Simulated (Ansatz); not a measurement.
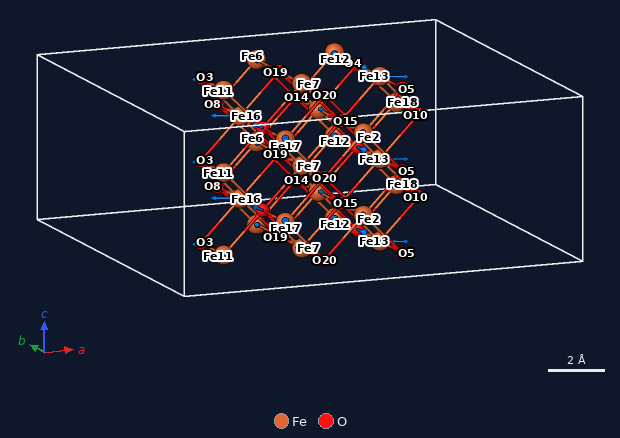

This is a relaxation of a wire of composition FeO. The starting structure is drawn; blue arrows show the displacements (the part carried along by the change of the cell is left out), at their true length.

The picture is a ball-and-stick view of the 2 repeat of the cell, with the vacuum cut short (origin shifted), seen slightly off an axis.

Case: wire along [1 1 0], 20 atoms a period.

Computed with Ansatz 0.2.0, DFT PBE, scalar-relativistic, plane waves, PAW.

The input:
```yaml
crystal:
  lattice:
    - [16.6, 0.0, 0.0]
    - [0.0, 15.8, 0.0]
    - [0.0, 0.0, 3.0467992886]
  atoms:
    - { symbol: Fe, position: [0.5458855315, 0.5681776088, 0.0], spin: 3.79 }
    - { symbol: Fe, position: [0.5458855315, 0.2954671736, 0.0], spin: 3.79 }
    - { symbol: O, position: [0.2705723427, 0.5681776088, 0.5], spin: 0.35 }
    - { symbol: O, position: [0.6376565944, 0.5681776088, 0.5], spin: 0.35 }
    - { symbol: O, position: [0.6376565944, 0.2954671736, 0.5], spin: 0.35 }
    - { symbol: Fe, position: [0.4541144685, 0.7045328264, 0.5], spin: 3.79 }
    - { symbol: Fe, position: [0.4541144685, 0.4318223912, 0.5], spin: 3.79 }
    - { symbol: O, position: [0.3623434056, 0.7045328264, 0.0], spin: 0.35 }
    - { symbol: O, position: [0.3623434056, 0.4318223912, 0.0], spin: 0.35 }
    - { symbol: O, position: [0.7294276573, 0.4318223912, 0.0], spin: 0.35 }
    - { symbol: Fe, position: [0.2705723427, 0.4318223912, 0.5], spin: 3.79 }
    - { symbol: Fe, position: [0.6376565944, 0.7045328264, 0.5], spin: 3.79 }
    - { symbol: Fe, position: [0.6376565944, 0.4318223912, 0.5], spin: 3.79 }
    - { symbol: O, position: [0.5458855315, 0.7045328264, 0.0], spin: 0.35 }
    - { symbol: O, position: [0.5458855315, 0.4318223912, 0.0], spin: 0.35 }
    - { symbol: Fe, position: [0.3623434056, 0.5681776088, 0.0], spin: 3.79 }
    - { symbol: Fe, position: [0.3623434056, 0.2954671736, 0.0], spin: 3.79 }
    - { symbol: Fe, position: [0.7294276573, 0.5681776088, 0.0], spin: 3.79 }
    - { symbol: O, position: [0.4541144685, 0.5681776088, 0.5], spin: 0.35 }
    - { symbol: O, position: [0.4541144685, 0.2954671736, 0.5], spin: 0.35 }
basis:
  ecutwfc: 420
kpoints:
  mp_grid: { grid: [1, 1, 11] }
hamiltonian:
  xc: pbe
scf:
  occupations: { method: gaussian, width: 0.05 }
  lower_state_search: "off"
output:
  forces: true
  stress: true
  eigenvalues: true
  populations: true
  write_density: true
  write_potential: true
  elf: true
  volumetric_format: npy
magnetization:
  spin_polarized: true
relax:
  adjacent_minimum: "off"
  f_tol: 0.02
  max_steps: 45
  cell: { fix: [a, b, alpha, beta, gamma], stress_tol: 0.03 }
```

Launched with:
```bash
ansatz run input.yaml --threads 4 --pin off --max-ram 9216MiB --backend cpu --events-out ev --progress --plain --runs-dir out
```

Question: Atoms of which element are displaced furthest, and by how much?

Answer: Iron: up to 1.12 Å, against 0.82 Å for oxygen.

Question: Describe the change and its energy.

Answer: The largest moves relative to the layer's centre, 1.12 Å, are those of Fe13 and Fe16. By element the largest moves are Fe 1.12 Å, O 0.82 Å. Along the periodic axis the drawn cell goes c 6.094 → 5.895 Å (−3.3 %). Among the contacts that change: Fe13–O15 2.154 → 3.346 Å, Fe1–Fe18 3.047 → 2.518 Å, O4–Fe12 2.154 → 2.553 Å, O10–Fe13 2.154 → 1.875 Å. Bonds break: Fe13–O15 (2.15 → 3.35 Å), Fe16–O19 (2.15 → 3.35 Å). Bond angles that change, for instance: O4–Fe13–O5 180.0° → 112.7°, Fe1–O4–Fe18 180.0° → 138.0°, O5–Fe13–O10 90.0° → 126.3°. The energy falls by 4.975 eV per cell of the calculation in 20 accepted moves (24 points after the start). Largest force component: 3.1 eV/Å at the start, 0.0099 eV/Å at the end. The line search rejected the trial steps at points 14, 15 of the run. At 2 points the geometry stayed and the basis and grid were re-selected for the new cell (energy shift of 20.1 meV per cell of the calculation at most each time).
